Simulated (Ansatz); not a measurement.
SnSe: single-point calculation

- system: SnSe (I4/mmm, 2 atoms in the cell)
- method: DFT r2SCAN, scalar-relativistic, plane waves, PAW, no spin polarisation (Ansatz 0.2.0)

The structure derives from an entry of the Crystallography Open Database. It belongs to a series of runs on one base structure; here: ratio of the length along z to the lengths across it x 0.78, volume and fractional coordinates fixed. Figures and captions count atoms from 1; the log counts them from 0 in places.

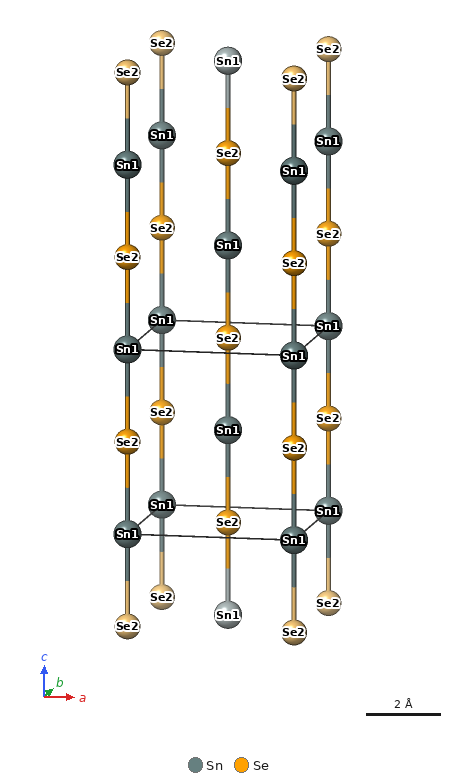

Fig. 1: The structure (ball-and-stick view of the cell 2 times as large as that of the calculation, set on its symmetry axes, repeated 1 × 1 × 2, seen slightly off an axis; neighbours outside the cell are drawn fainter; atoms are numbered from 1 in the order of the input). Near neighbours in the crystal (not all of them lie inside the picture): Sn has 2 Se at 2.55 Å; Se has 2 Sn at 2.55 Å.

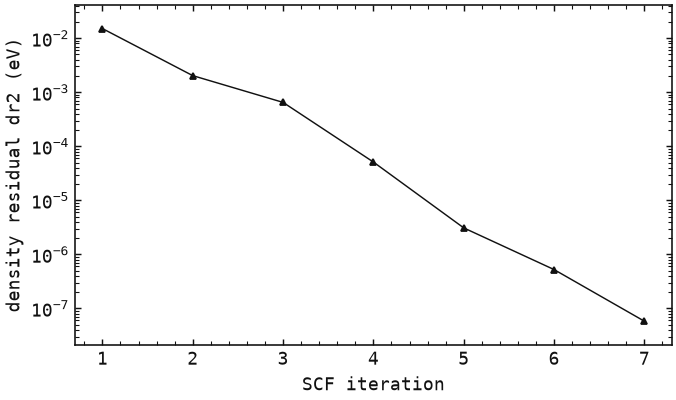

Fig. 2: Convergence of the self-consistent field: density residual dr2 against the SCF iteration. The residual falls at every step.

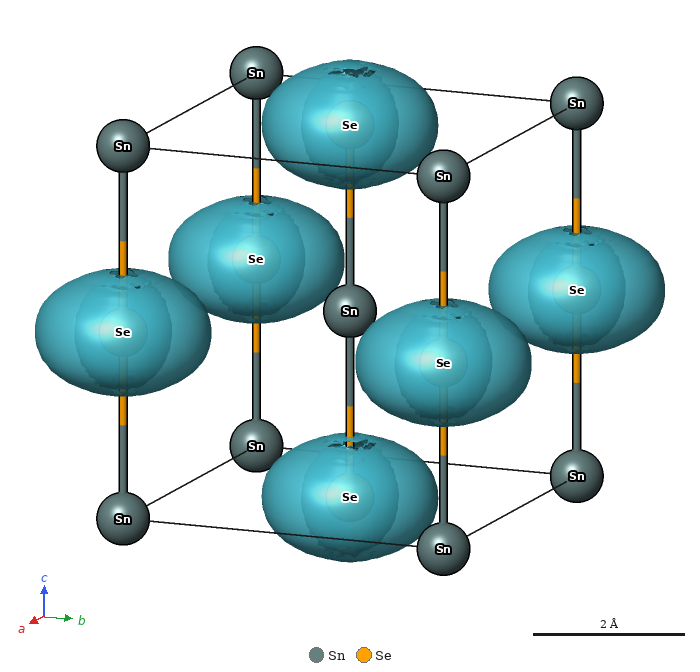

Fig. 3: Isosurface of the ELF at 0.75 (cyan), seen slightly off an axis. Only the valence region is drawn (cores and ρ < 0.01 e/Å³ removed). Sticks mark near contacts. The outline is the cell set on symmetry axes. Along the contacts the grid gives the following. Sn–Se (2.55 Å): the ELF is about 0.50 at the midpoint. The fields are those of the smooth PAW valence density.

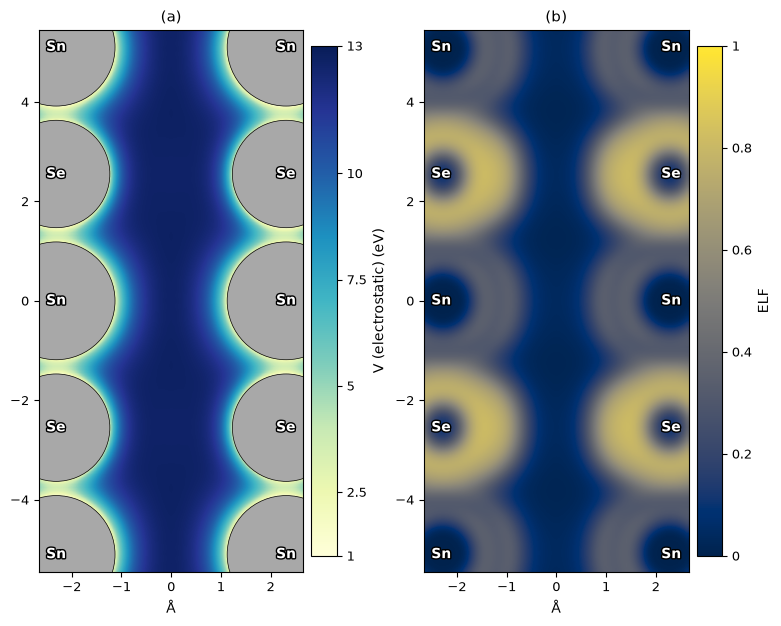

Fig. 4: (a) electrostatic potential energy of an electron; (b) electron localisation function on the (010) plane of the conventional cell. Grey discs, where drawn, cover atomic cores. The section cuts through Sn and Se sites. Sn–Se (2.55 Å): the ELF is about 0.50 at the midpoint. Outside the cores the potential energy rises away from the atoms and is highest about 2.6 Å from the nearest atoms; outside the discs it spans about 11 eV, and its zero is arbitrary.

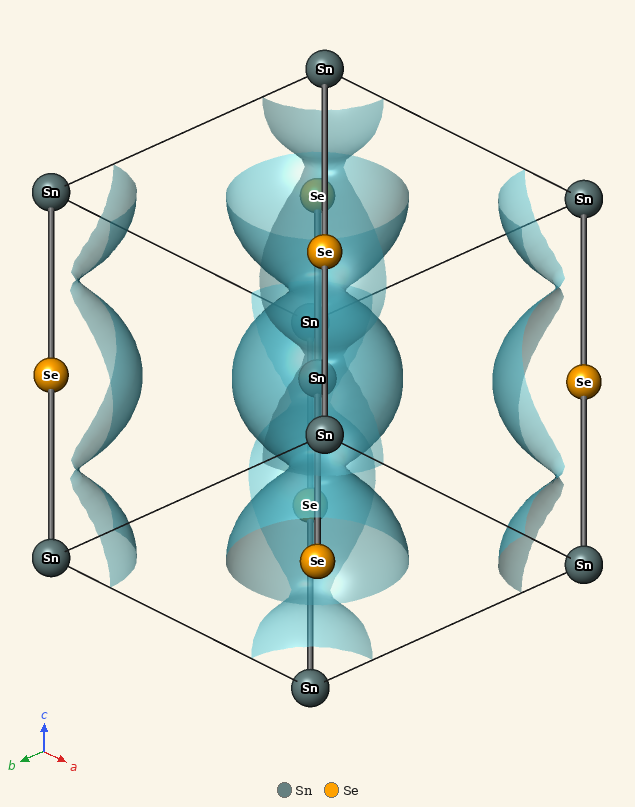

Fig. 5: Isosurface of the valence electron density at 0.4 e/Å³ (cyan), seen at an oblique angle. Sticks mark near contacts. The outline is the cell set on symmetry axes. At this value the density is joined into chains; it holds about 80 % of the electrons treated as valence (semicore included). On the grid the lowest density along these lines, outside the cores, is 0.47 e/Å³ (Sn–Se, 2.55 Å).

The input and output of the run follow.

### Input file
```yaml
crystal:
  lattice:
    - [0.0, 3.2699036899, 2.5505248782]
    - [3.2699036899, 0.0, 2.5505248782]
    - [3.2699036899, 3.2699036899, 0.0]
  atoms:
    - { symbol: Sn, position: [0.0, 0.0, 0.0] }
    - { symbol: Se, position: [0.5, 0.5, 0.5] }
basis:
  ecutwfc: 500
kpoints:
  mp_grid: { grid: [12, 12, 12] }
hamiltonian:
  xc: r2scan
scf:
  occupations: { method: gaussian, width: 0.05 }
output:
  forces: true
  stress: true
  eigenvalues: true
  write_density: true
  write_potential: true
  elf: true
  volumetric_format: npy
```

Launch command:
```bash
ansatz run input.yaml --threads 1 --pin off --max-ram 2560MiB --backend cpu --events-out ev --progress --plain --runs-dir out
```

### Output
```
Engine: ansatz 0.2.0, x86_64-unknown-linux-gnu
Pseudopotentials: kind: paw
Pseudopotential: Sn, paw, valence charge 14, recommended cutoff 500 eV (meta_gga), Sn.paw.azcp
Pseudopotential: Se, paw, valence charge 16, recommended cutoff 500 eV (meta_gga), Se.paw.azcp
Functional definition: r2SCAN
  parameter k0 = 0.174
  parameter k1 = 0.065
  parameter a1 = 4.9479
  exchange = r2scan_x(k0 = k0, k1 = k1, a1 = a1)
  correlation = r2scan_c
Crystal: 2 atoms, lattice volume = 54.542 Å³
Basis set: ecut = 500 eV, 1373 PW (Γ), exchange–correlation on 128×128×144 points (64 copies of the dense FFT grid, shifted against one another)
Bands: 19, of which v1, the nominal top of the filled ones, is band 15 counted from 1 (14 counted from 0)
Symmetry: 16 space group operations
Space group: I4/mmm (ITA 139), of the structure as read, at distance tolerance 3.8e-5 Å
k-points: 163 of 1728
Non-local potential: Sn, projectors of the file, l = 0: 2, l = 1: 2, l = 2: 2, l = 3: 2
Non-local potential: Se, projectors of the file, l = 0: 2, l = 1: 2, l = 2: 3, l = 3: 1
PAW form: soft (Blöchl's): semilocal exchange-correlation on the pseudo side does not see the compensation charge
PAW frozen core: Sn, regenerated for the run's functional (the file was generated under x = pbe(κ = 0.804, μ = 0.2195149727645171), c = pbe(β = 0.06672455060314922))
PAW frozen core: Se, regenerated for the run's functional (the file was generated under x = pbe(κ = 0.804, μ = 0.2195149727645171), c = pbe(β = 0.06672455060314922))
PAW one-centre angular grid: Sn, 590 points (default); XC on 249 of its mesh's 2787 points in the sphere
PAW one-centre angular grid: Se, 590 points (default); XC on 160 Gauss nodes
Initial density: superposition of atomic densities (neutral atoms: chi_scale 0, normalization atom), corrected by the library's trained network
Initial wavefunctions: pseudopotential atomic-orbital guess
Functional: x = r2scan, c = r2scan; τ floored in thin density (d = 2e-4 eV/Å³)
SCF iter   1: F=—  HF=-11516.560144 eV  |F-HF|=—  |Δ(HF+E_count)|=         —  Δρ=4.65e-3  dr2=1.51e-2  dr2_τ=3.85e-3  ethr=1.77e-3  ⟨swp⟩=5.9  Hψ=15527  notcnv=0
preconditioner: auto → LDOS  [metal: Δε(μ)=0.009 eV  Ē_g=10.339 eV  σ=0.050 eV  W_gap=0.10  n_scr=14 (ndim 8)  ℏωp=15.9 eV  f_vac=0.025  D(μ)=1.32/eV (n_scr^D=12)  β→1.0]
SCF iter   2: F=—  HF=-11516.571154 eV  |F-HF|=—  |Δ(HF+E_count)|=   1.10e-2  Δρ=2.12e-3  dr2=2.03e-3  dr2_τ=1.88e-4  ethr=5.02e-5  ⟨swp⟩=2.0  Hψ=7493  notcnv=0  defer=5
SCF iter   3: F=—  HF=-11516.569821 eV  |F-HF|=—  |Δ(HF+E_count)|=   1.33e-3  Δρ=8.87e-4  dr2=6.49e-4  dr2_τ=3.37e-6  ethr=6.76e-6  ⟨swp⟩=2.0  Hψ=6175  notcnv=0  defer=5
SCF iter   4: F=—  HF=-11516.569680 eV  |F-HF|=—  |Δ(HF+E_count)|=   1.40e-4  Δρ=3.12e-4  dr2=5.11e-5  dr2_τ=8.05e-7  ethr=2.16e-6  ⟨swp⟩=2.0  Hψ=5535  notcnv=0  defer=5
SCF iter   5: F=—  HF=-11516.569673 eV  |F-HF|=—  |Δ(HF+E_count)|=   7.30e-6  Δρ=5.99e-5  dr2=3.09e-6  dr2_τ=3.27e-8  ethr=1.70e-7  ⟨swp⟩=2.7  Hψ=4830  notcnv=0  defer=5
SCF iter   6: F=—  HF=-11516.569673 eV  |F-HF|=—  |Δ(HF+E_count)|=   2.54e-7  Δρ=3.04e-5  dr2=5.23e-7  dr2_τ=6.95e-9  ethr=1.03e-8  ⟨swp⟩=3.0  Hψ=5645  notcnv=0  defer=5
SCF iter   7: F=-11516.569674 eV  HF=-11516.569674 eV  |F-HF|=4.24e-8  |Δ(HF+E_count)|=   3.21e-7  Δρ=8.28e-6  dr2=5.79e-8  dr2_τ=1.81e-9  ethr=3.33e-10  ⟨swp⟩=10.2  Hψ=22666  notcnv=0
SCF 1 converged in 7 iterations: F = -11516.569674 eV  dr2 = 5.79e-8
  Residual-converged pass: ⟨swp⟩=1.0  Hψ=3750  notcnv=0  max |occ|·‖R‖ = 7.1e-9 eV (tolerance 1.0e-8 eV)  dr2=5.79e-8  dr2_τ=1.81e-9  dr2_onsite=8.53e-9  max |Δocc| = 1.0e-9
  greatest PAW one-centre occupation: 1.000 electrons in one spin orbital (limit 2), on the Se atom at site 1 (counted from 0), in its partial waves of l = 2
SCF converged after 7 iterations
Free energy (F): -11516.569674 eV
Harris-Foulkes:  -11516.569674 eV  (|F-HF|=4.24e-8)
Internal energy: -11516.568075 eV  (E = F + TS)
E sigma→0 (E₀):  -11516.568874 eV
Entropy (-TS):   -0.001599 eV (-0.799 meV/atom)
Fermi energy:    9.610820 eV
--- Per-component energies (eV) ---
  E_band       = -503.300708
  E_kinetic    = 305.913514
  E_local      = -3449.019106  (includes V_loc(G=0)·N_el)
  E_nonlocal   = -628.214661
  E_hartree    = 1810.116769
  E_xc         = -474.495501
  E_vxc        = -211.994604  (∫ρ·V_xc dr)
  E_paw        = -6081.264014  (= ΣΔE_a)
  E_vpaw       = -152.110447  (= ΣTr[D̂ρ^β])
  E_aug_tail   = -0.000210  (compensation charges beyond the density's cutoff)
  E_vtau       = 11.887210  (kinetic-family band-sum trace: ∫τ·v_τ [+ j·A + Jᵃ·Aᵃ] dr)
  E_ewald      = -2998.575415
  E_core_change = -1.029450  (= ΣΔE_core)
  E_smearing   = -0.001599  (= −TS)
  E_closure    = 0.000000  (closes the sum)
  Σ components = -11516.569674   (vs F -11516.569674, Δ=0.00e0)
--- Forces (eV/Å), atoms counted from 1 ---
  atom   1  Sn     0.00000000     0.00000000     0.00000000
  atom   2  Se     0.00000000     0.00000000     0.00000000
  max |Σ_I F_I| component: 6.31e-29 eV/Å
--- Stress (GPa, compression-positive) ---
       -4.093062       0.000000       0.000000
        0.000000      -4.093062       0.000000
        0.000000       0.000000      30.821436
  P = ⅓ Tr σ = 7.5451 GPa (75.451 kbar)
--- Band table (eV; the first three rows and the last of 163) ---
  k-point 0: bands = ["-39.8499", "-39.8135", "-39.8135", "-39.7438", "-39.7425", "-13.5376", "-13.4719", "-13.4642", "-13.4496", "-13.4496", "-5.9367", "4.3912", "4.4376", "7.1084", "7.1084", "11.8933", "11.8933", "14.9787", "14.9787"]
  k-point 1: bands = ["-39.8498", "-39.8135", "-39.8135", "-39.7438", "-39.7425", "-13.5371", "-13.4715", "-13.4644", "-13.4490", "-13.4489", "-5.8888", "3.4259", "5.3289", "7.0563", "7.1980", "11.5152", "11.6127", "15.0928", "15.2634"]
  k-point 2: bands = ["-39.8497", "-39.8134", "-39.8134", "-39.7438", "-39.7425", "-13.5360", "-13.4709", "-13.4648", "-13.4475", "-13.4466", "-5.7512", "2.4507", "6.0093", "6.9216", "7.5434", "10.7657", "11.0373", "15.2080", "15.9502"]
  k-point 162: bands = ["-39.8500", "-39.8132", "-39.8132", "-39.7436", "-39.7426", "-13.5883", "-13.4758", "-13.4534", "-13.4257", "-13.4257", "-4.3578", "2.5584", "2.8821", "4.4929", "4.4929", "11.7739", "14.1170", "14.1170", "17.3815"]
```

### Key numbers

| quantity | value |
| --- | --- |
| outcome | converged |
| space group (tolerance 0.01 Å) | I4/mmm (139) |
| electrons treated | 30 |
| free energy | −11516.5697 eV |
| Fermi energy | 9.611 eV |
| gap on the k-point mesh | none (metallic) |
| pressure | 7.55 GPa |
| largest force (length of the vector) | under 0.001 eV/Å |
| hardware | 1 thread of Oxide Virtual Turin-like (Zen 5), 32 GiB of memory available, shared host |
| wall time | 25 s |
| peak memory | 0.67 GiB |
